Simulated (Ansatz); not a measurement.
## Electronic structure of In4Ga3As3 (interface cell) in real space

The calculation's input:

```
crystal:
  lattice:
    - [6.8627128638, 0.0, 0.0]
    - [-3.4313564319, 5.9432836789, 0.0]
    - [0.0, 0.0, 17.5717449096]
  atoms:
    - { symbol: As, position: [0.3333333333, 0.6666666667, 0.0284547723] }
    - { symbol: As, position: [0.0, 1.0, 0.0284547723] }
    - { symbol: As, position: [0.6666666667, 0.3333333333, 0.0284547723] }
    - { symbol: Ga, position: [0.3333333333, 1.0, 0.0744819865] }
    - { symbol: Ga, position: [0.0, 0.3333333333, 0.0744819865] }
    - { symbol: Ga, position: [0.6666666667, 0.6666666667, 0.0744819865] }
    - { symbol: As, position: [0.3333333333, 1.0, 0.2125636292] }
    - { symbol: As, position: [0.0, 1.3333333333, 0.2125636292] }
    - { symbol: As, position: [0.6666666667, 0.6666666667, 0.2125636292] }
    - { symbol: Ga, position: [0.3333333333, 1.3333333333, 0.2585908434] }
    - { symbol: Ga, position: [0.0, 0.6666666667, 0.2585908434] }
    - { symbol: Ga, position: [0.6666666667, 1.0, 0.2585908434] }
    - { symbol: As, position: [0.3333333333, 1.3333333333, 0.3966724861] }
    - { symbol: As, position: [0.0, 1.6666666667, 0.3966724861] }
    - { symbol: As, position: [0.6666666667, 1.0, 0.3966724861] }
    - { symbol: Ga, position: [0.3333333333, 1.6666666667, 0.4426997003] }
    - { symbol: Ga, position: [0.0, 1.0, 0.4426997003] }
    - { symbol: Ga, position: [0.6666666667, 1.3333333333, 0.4426997003] }
    - { symbol: In, position: [0.6666666667, 1.3333333333, 0.5963554706] }
    - { symbol: In, position: [0.1666666667, 1.3333333333, 0.5963554706] }
    - { symbol: In, position: [0.6666666667, 0.8333333333, 0.5963554706] }
    - { symbol: In, position: [0.1666666667, 0.8333333333, 0.5963554706] }
    - { symbol: In, position: [0.9937919036, 1.4968800856, 0.7364308795] }
    - { symbol: In, position: [0.4937919036, 1.4968800856, 0.7364308795] }
    - { symbol: In, position: [0.9937919036, 0.9968800856, 0.7364308795] }
    - { symbol: In, position: [0.4937919036, 0.9968800856, 0.7364308795] }
    - { symbol: In, position: [1.3209171405, 1.6604268379, 0.8765062883] }
    - { symbol: In, position: [0.8209171405, 1.6604268379, 0.8765062883] }
    - { symbol: In, position: [1.3209171405, 1.1604268379, 0.8765062883] }
    - { symbol: In, position: [0.8209171405, 1.1604268379, 0.8765062883] }
basis:
  ecutwfc: 420
kpoints:
  mp_grid: { grid: [6, 6, 2] }
hamiltonian:
  xc: lda
scf:
  occupations: { method: gaussian, width: 0.1 }
output:
  forces: true
  stress: true
  eigenvalues: true
  populations: true
  write_density: true
  write_potential: true
  elf: true
  volumetric_format: npy
relax:
  adjacent_minimum: "off"
  f_tol: 0.02
  max_steps: 70
  cell: { fix: [a, b, gamma, alpha, beta], stress_tol: 0.15 }
```

Run with:

```sh
ansatz run input.yaml --threads 8 --pin off --max-ram 20480MiB --backend cpu --events-out ev --progress --plain --runs-dir out
```

The fields are those of the run's last geometry, not of the input's.

The calculation used DFT LDA, scalar-relativistic, plane waves, PAW in Ansatz 0.2.0.

Core electrons are frozen (PAW), and the valence fields are smoothed inside the atomic spheres.

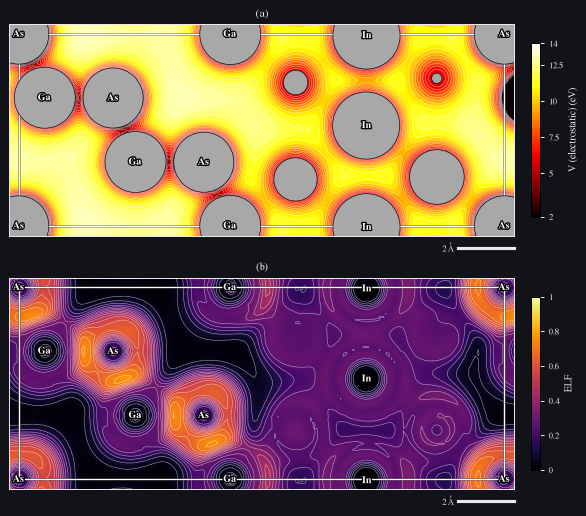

Figure 1. (a) electrostatic potential energy of an electron; (b) ELF on the (11̄0) plane of the calculation cell. Grey discs cover the atomic cores in the potential map.

Q: Read the bonding off the picture.

A: Atoms in the plane: As, Ga and In.
Atoms just off the plane (In, 0.7 Å away) can leave unmarked features too.
Ga–As (2.45 Å): the ELF peaks at about 0.75 between the atoms.
Ga–As (2.46 Å): the ELF peaks at about 0.75 between the atoms.
Outside the cores the potential energy rises away from the atoms and is highest about 2.3 Å from the nearest atoms; its zero is arbitrary.

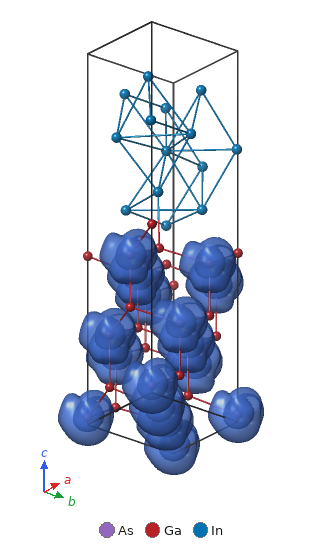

Figure 2. Isosurface of the electron localisation function at 0.6 (blue), seen at an oblique angle. Only the valence region is drawn (cores and ρ < 0.01 e/Å³ removed). Sticks mark near contacts.

Q: What do the ELF domains correspond to?

A: The ELF exceeds this value in nine regions on As in which the atom's valence shell and bonds are merged, counted in one cell of 30 atoms. Regions shared between cells count once.


Ga–As (2.42 Å): the ELF peaks at about 0.75 between the atoms. In–Ga (2.64 Å): the ELF reaches about 0.55 near the midpoint.

Q: Does the calculation give a band gap?

A: It is gapless in this calculation (a metal or semimetal).
